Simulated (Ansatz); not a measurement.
## Molecular dynamics, with input and output: CaO (part 4 of 4)

CaO (Fm-3m, 16 atoms in the cell); DFT, PBE, plane waves, PAW, no spin polarisation (Ansatz 0.2.0); cutoff 420 eV, 2×2×2 k-mesh, Fermi–Dirac smearing of 0.02 eV. The structure was built on a prototype by a generator. The geometry comes from this level: r2SCAN. It belongs to a series of runs on one base structure; here: NVT, Nosé–Hoover thermostat at 100 K.

Geometry of the input (Å; fractional positions):
```
0.0000  4.7951  4.7951
4.7951  0.0000  4.7951
4.7951  4.7951  0.0000
Ca 0.0000  0.0000  0.0000
O  0.2500  0.2500  0.2500
Ca 0.0000  -0.0000  0.5000
O  0.2500  0.2500  0.7500
Ca 0.0000  0.5000  -0.0000
O  0.2500  0.7500  0.2500
Ca 0.0000  0.5000  0.5000
O  0.2500  0.7500  0.7500
Ca 0.5000  0.0000  -0.0000
O  0.7500  0.2500  0.2500
Ca 0.5000  0.0000  0.5000
O  0.7500  0.2500  0.7500
Ca 0.5000  0.5000  -0.0000
O  0.7500  0.7500  0.2500
Ca 0.5000  0.5000  0.5000
O  0.7500  0.7500  0.7500
```

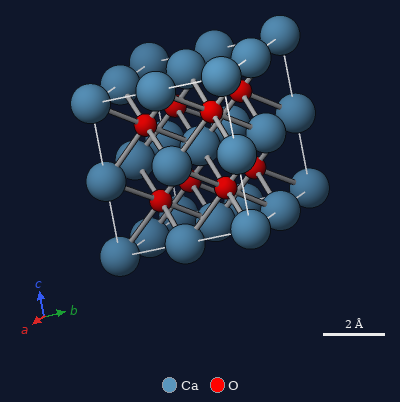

Fig. 1: The geometry at step 26 of the log (ball-and-stick view of the cell of the calculation, seen slightly off an axis).

## Trajectory as extended XYZ, continued
```
16
Lattice="0.0000 4.7951 4.7951 4.7951 0.0000 4.7951 4.7951 4.7951 0.0000" Properties=species:S:1:pos:R:3:forces:R:3 step=21 time_fs=42.0 energy=-19101.61560 temperature=53.9
Ca   -0.0131   -0.0150   -0.0662    0.1149   0.0327   0.3888
O     2.4099    2.4206    2.4163   -0.0521  -0.2140  -0.1043
Ca    2.4144    2.4090    0.0666   -0.2271  -0.0221  -0.3147
O     4.8111    4.7942    2.4408   -0.0254  -0.0107  -0.2867
Ca    2.3773    0.0077    2.3948    0.0306  -0.0251   0.0353
O     4.7937    2.3772    4.7881    0.1166   0.0678   0.0464
Ca    4.8248    2.3844    2.4071   -0.0313   0.1727  -0.1148
O     7.2109    4.8212    4.8320   -0.0502  -0.1808  -0.2828
Ca   -0.0608    2.3645    2.3986    0.3962   0.1709  -0.0431
O     2.3896    4.7706    4.7763    0.0129   0.2347   0.2071
Ca    2.3954    4.7870    2.4080    0.0173   0.0401  -0.1156
O     4.7664    7.2013    4.7751    0.0898  -0.0072   0.0827
Ca    2.4484    2.4193    4.7898   -0.3971  -0.1881  -0.0171
O     4.7987    4.8140    7.1493   -0.1388  -0.1387   0.2237
Ca    4.7868    4.8145    4.7824    0.1783  -0.0826   0.1423
O     7.1982    7.1838    7.1812   -0.0347   0.1504   0.1527
16
Lattice="0.0000 4.7951 4.7951 4.7951 0.0000 4.7951 4.7951 4.7951 0.0000" Properties=species:S:1:pos:R:3:forces:R:3 step=22 time_fs=44.0 energy=-19101.61908 temperature=56.3
Ca   -0.0137   -0.0155   -0.0652    0.1347   0.0334   0.3706
O     2.4124    2.4237    2.4223   -0.0790  -0.2599  -0.1642
Ca    2.4118    2.4108    0.0674   -0.1888  -0.0571  -0.3236
O     4.8003    4.7915    2.4381    0.0661   0.0122  -0.2893
Ca    2.3759    0.0083    2.3963    0.0532  -0.0351   0.0039
O     4.7895    2.3828    4.7862    0.1668   0.0251   0.0680
Ca    4.8271    2.3858    2.4058   -0.0611   0.1576  -0.0958
O     7.2103    4.8206    4.8303   -0.0494  -0.1888  -0.2908
Ca   -0.0591    2.3640    2.3977    0.3629   0.1806  -0.0288
O     2.3957    4.7712    4.7729   -0.0384   0.2498   0.2538
Ca    2.3949    4.7871    2.4052    0.0275   0.0380  -0.0584
O     4.7710    7.1996    4.7758    0.0606   0.0071   0.0839
Ca    2.4464    2.4165    4.7895   -0.3691  -0.1300  -0.0172
O     4.7990    4.8097    7.1533   -0.1530  -0.1136   0.2022
Ca    4.7907    4.8151    4.7834    0.1088  -0.0930   0.1311
O     7.1987    7.1825    7.1826   -0.0419   0.1736   0.1545
16
Lattice="0.0000 4.7951 4.7951 4.7951 0.0000 4.7951 4.7951 4.7951 0.0000" Properties=species:S:1:pos:R:3:forces:R:3 step=23 time_fs=46.0 energy=-19101.62071 temperature=57.7
Ca   -0.0142   -0.0159   -0.0638    0.1527   0.0342   0.3506
O     2.4147    2.4263    2.4279   -0.1048  -0.2987  -0.2195
Ca    2.4090    2.4126    0.0678   -0.1491  -0.0926  -0.3318
O     4.7896    4.7888    2.4346    0.1536   0.0347  -0.2868
Ca    2.3745    0.0088    2.3979    0.0776  -0.0450  -0.0276
O     4.7856    2.3884    4.7845    0.2117  -0.0163   0.0882
Ca    4.8293    2.3873    2.4045   -0.0918   0.1408  -0.0756
O     7.2095    4.8196    4.8279   -0.0489  -0.1920  -0.2915
Ca   -0.0570    2.3636    2.3968    0.3270   0.1894  -0.0140
O     2.4017    4.7724    4.7700   -0.0875   0.2589   0.2931
Ca    2.3944    4.7872    2.4023    0.0362   0.0358  -0.0004
O     4.7758    7.1979    4.7766    0.0335   0.0199   0.0843
Ca    2.4441    2.4135    4.7893   -0.3370  -0.0706  -0.0165
O     4.7990    4.8050    7.1578   -0.1617  -0.0868   0.1767
Ca    4.7948    4.8157    4.7845    0.0372  -0.1028   0.1185
O     7.1991    7.1816    7.1844   -0.0486   0.1910   0.1520
16
Lattice="0.0000 4.7951 4.7951 4.7951 0.0000 4.7951 4.7951 4.7951 0.0000" Properties=species:S:1:pos:R:3:forces:R:3 step=24 time_fs=48.0 energy=-19101.62082 temperature=58.3
Ca   -0.0145   -0.0164   -0.0621    0.1685   0.0351   0.3288
O     2.4167    2.4281    2.4330   -0.1291  -0.3293  -0.2687
Ca    2.4060    2.4142    0.0680   -0.1087  -0.1278  -0.3393
O     4.7792    4.7861    2.4305    0.2350   0.0566  -0.2787
Ca    2.3732    0.0093    2.3995    0.1034  -0.0547  -0.0588
O     4.7823    2.3940    4.7830    0.2500  -0.0557   0.1066
Ca    4.8315    2.3890    2.4030   -0.1230   0.1222  -0.0542
O     7.2086    4.8181    4.8248   -0.0487  -0.1898  -0.2842
Ca   -0.0546    2.3635    2.3958    0.2888   0.1972   0.0009
O     2.4075    4.7743    4.7679   -0.1334   0.2616   0.3240
Ca    2.3939    4.7874    2.3994    0.0432   0.0334   0.0572
O     4.7806    7.1962    4.7776    0.0091   0.0310   0.0837
Ca    2.4413    2.4104    4.7890   -0.3008  -0.0112  -0.0150
O     4.7985    4.8001    7.1628   -0.1643  -0.0587   0.1475
Ca    4.7988    4.8162    4.7858   -0.0356  -0.1119   0.1050
O     7.1994    7.1812    7.1866   -0.0545   0.2020   0.1450
16
Lattice="0.0000 4.7951 4.7951 4.7951 0.0000 4.7951 4.7951 4.7951 0.0000" Properties=species:S:1:pos:R:3:forces:R:3 step=25 time_fs=50.0 energy=-19101.61985 temperature=58.4
Ca   -0.0147   -0.0167   -0.0601    0.1817   0.0363   0.3055
O     2.4184    2.4291    2.4375   -0.1510  -0.3505  -0.3106
Ca    2.4029    2.4158    0.0678   -0.0683  -0.1623  -0.3458
O     4.7694    4.7836    2.4257    0.3088   0.0771  -0.2650
Ca    2.3719    0.0097    2.4010    0.1300  -0.0640  -0.0892
O     4.7795    2.3995    4.7817    0.2807  -0.0924   0.1227
Ca    4.8336    2.3907    2.4015   -0.1541   0.1024  -0.0320
O     7.2076    4.8161    4.8209   -0.0486  -0.1820  -0.2686
Ca   -0.0519    2.3635    2.3949    0.2492   0.2038   0.0158
O     2.4130    4.7767    4.7665   -0.1753   0.2575   0.3455
Ca    2.3935    4.7875    2.3965    0.0484   0.0307   0.1132
O     4.7855    7.1946    4.7789   -0.0123   0.0401   0.0822
Ca    2.4383    2.4073    4.7887   -0.2609   0.0470  -0.0129
O     4.7977    4.7951    7.1681   -0.1607  -0.0296   0.1151
Ca    4.8029    4.8165    4.7871   -0.1083  -0.1201   0.0908
O     7.1995    7.1813    7.1891   -0.0595   0.2060   0.1333
16
Lattice="0.0000 4.7951 4.7951 4.7951 0.0000 4.7951 4.7951 4.7951 0.0000" Properties=species:S:1:pos:R:3:forces:R:3 step=26 time_fs=52.0 energy=-19101.61825 temperature=58.3
Ca   -0.0147   -0.0171   -0.0577    0.1921   0.0378   0.2809
O     2.4198    2.4293    2.4413   -0.1701  -0.3616  -0.3440
Ca    2.3997    2.4172    0.0672   -0.0282  -0.1954  -0.3511
O     4.7602    4.7813    2.4201    0.3734   0.0960  -0.2455
Ca    2.3708    0.0100    2.4024    0.1568  -0.0726  -0.1185
O     4.7774    2.4048    4.7808    0.3029  -0.1257   0.1359
Ca    4.8355    2.3926    2.4000   -0.1847   0.0815  -0.0094
O     7.2064    4.8137    4.8164   -0.0486  -0.1685  -0.2446
Ca   -0.0489    2.3637    2.3940    0.2087   0.2089   0.0303
O     2.4181    4.7798    4.7660   -0.2123   0.2464   0.3570
Ca    2.3931    4.7878    2.3937    0.0520   0.0279   0.1666
O     4.7904    7.1931    4.7804   -0.0305   0.0469   0.0797
Ca    2.4350    2.4042    4.7883   -0.2178   0.1027  -0.0104
O     4.7965    4.7899    7.1737   -0.1506   0.0001   0.0798
Ca    4.8069    4.8168    4.7886   -0.1795  -0.1272   0.0763
O     7.1996    7.1818    7.1920   -0.0635   0.2028   0.1170
16
Lattice="0.0000 4.7951 4.7951 4.7951 0.0000 4.7951 4.7951 4.7951 0.0000" Properties=species:S:1:pos:R:3:forces:R:3 step=27 time_fs=54.0 energy=-19101.61643 temperature=58.0
Ca   -0.0145   -0.0174   -0.0551    0.1994   0.0399   0.2552
O     2.4208    2.4286    2.4442   -0.1859  -0.3621  -0.3681
Ca    2.3964    2.4184    0.0664    0.0108  -0.2264  -0.3547
O     4.7519    4.7792    2.4140    0.4274   0.1126  -0.2205
Ca    2.3699    0.0103    2.4037    0.1830  -0.0804  -0.1463
O     4.7760    2.4098    4.7801    0.3160  -0.1552   0.1460
Ca    4.8373    2.3946    2.3984   -0.2142   0.0598   0.0133
O     7.2051    4.8108    4.8113   -0.0486  -0.1492  -0.2122
Ca   -0.0457    2.3642    2.3931    0.1681   0.2124   0.0441
O     2.4227    4.7836    4.7663   -0.2439   0.2285   0.3582
Ca    2.3927    4.7880    2.3911    0.0542   0.0247   0.2163
O     4.7953    7.1917    4.7820   -0.0455   0.0515   0.0760
Ca    2.4315    2.4012    4.7880   -0.1720   0.1547  -0.0078
O     4.7949    4.7847    7.1796   -0.1343   0.0300   0.0424
Ca    4.8107    4.8169    4.7901   -0.2481  -0.1331   0.0618
O     7.1994    7.1829    7.1951   -0.0665   0.1923   0.0963
16
Lattice="0.0000 4.7951 4.7951 4.7951 0.0000 4.7951 4.7951 4.7951 0.0000" Properties=species:S:1:pos:R:3:forces:R:3 step=28 time_fs=56.0 energy=-19101.61471 temperature=57.8
Ca   -0.0141   -0.0177   -0.0522    0.2035   0.0425   0.2284
O     2.4213    2.4271    2.4463   -0.1978  -0.3519  -0.3823
Ca    2.3932    2.4194    0.0652    0.0485  -0.2546  -0.3564
O     4.7445    4.7773    2.4073    0.4700   0.1268  -0.1899
Ca    2.3691    0.0105    2.4049    0.2079  -0.0871  -0.1723
O     4.7754    2.4145    4.7798    0.3196  -0.1804   0.1526
Ca    4.8388    2.3967    2.3969   -0.2424   0.0376   0.0359
O     7.2037    4.8076    4.8056   -0.0483  -0.1244  -0.1719
Ca   -0.0423    2.3648    2.3922    0.1279   0.2139   0.0571
O     2.4268    4.7879    4.7675   -0.2696   0.2038   0.3490
Ca    2.3924    4.7883    2.3886    0.0552   0.0215   0.2614
O     4.8001    7.1904    4.7839   -0.0573   0.0538   0.0713
Ca    2.4278    2.3984    4.7877   -0.1242   0.2019  -0.0052
O     4.7929    4.7796    7.1856   -0.1120   0.0598   0.0034
Ca    4.8143    4.8169    4.7917   -0.3127  -0.1377   0.0475
O     7.1991    7.1844    7.1986   -0.0684   0.1747   0.0713
16
Lattice="0.0000 4.7951 4.7951 4.7951 0.0000 4.7951 4.7951 4.7951 0.0000" Properties=species:S:1:pos:R:3:forces:R:3 step=29 time_fs=58.0 energy=-19101.61326 temperature=57.7
Ca   -0.0135   -0.0179   -0.0491    0.2043   0.0456   0.2008
O     2.4214    2.4246    2.4475   -0.2054  -0.3311  -0.3866
Ca    2.3899    2.4201    0.0636    0.0845  -0.2793  -0.3558
O     4.7383    4.7757    2.4001    0.5003   0.1380  -0.1540
Ca    2.3685    0.0107    2.4059    0.2308  -0.0927  -0.1959
O     4.7756    2.4188    4.7798    0.3138  -0.2010   0.1555
Ca    4.8401    2.3988    2.3954   -0.2685   0.0151   0.0579
O     7.2022    4.8041    4.7995   -0.0478  -0.0947  -0.1244
Ca   -0.0388    2.3657    2.3914    0.0886   0.2133   0.0690
O     2.4302    4.7927    4.7695   -0.2890   0.1728   0.3297
Ca    2.3922    4.7885    2.3864    0.0554   0.0182   0.3011
O     4.8047    7.1892    4.7859   -0.0663   0.0539   0.0654
Ca    2.4240    2.3957    4.7873   -0.0751   0.2434  -0.0027
O     4.7907    4.7746    7.1916   -0.0843   0.0890  -0.0365
Ca    4.8176    4.8168    4.7934   -0.3722  -0.1408   0.0337
O     7.1987    7.1864    7.2022   -0.0691   0.1504   0.0427
16
Lattice="0.0000 4.7951 4.7951 4.7951 0.0000 4.7951 4.7951 4.7951 0.0000" Properties=species:S:1:pos:R:3:forces:R:3 step=30 time_fs=60.0 energy=-19101.61212 temperature=57.8
Ca   -0.0128   -0.0181   -0.0458    0.2016   0.0495   0.1722
O     2.4209    2.4214    2.4477   -0.2085  -0.3004  -0.3808
Ca    2.3868    2.4206    0.0617    0.1186  -0.2999  -0.3526
O     4.7332    4.7745    2.3925    0.5180   0.1462  -0.1132
Ca    2.3681    0.0107    2.4068    0.2511  -0.0971  -0.2168
O     4.7765    2.4226    4.7803    0.2988  -0.2169   0.1546
Ca    4.8412    2.4009    2.3939   -0.2924  -0.0073   0.0792
O     7.2006    4.8003    4.7931   -0.0468  -0.0608  -0.0708
Ca   -0.0352    2.3667    2.3906    0.0508   0.2104   0.0798
O     2.4330    4.7979    4.7723   -0.3019   0.1358   0.3008
Ca    2.3920    4.7888    2.3845    0.0550   0.0150   0.3347
O     4.8092    7.1882    4.7881   -0.0728   0.0519   0.0585
Ca    2.4200    2.3932    4.7869   -0.0256   0.2785  -0.0005
O     4.7882    4.7697    7.1976   -0.0521   0.1173  -0.0764
Ca    4.8206    4.8165    4.7950   -0.4254  -0.1425   0.0206
O     7.1980    7.1887    7.2059   -0.0686   0.1201   0.0109
```
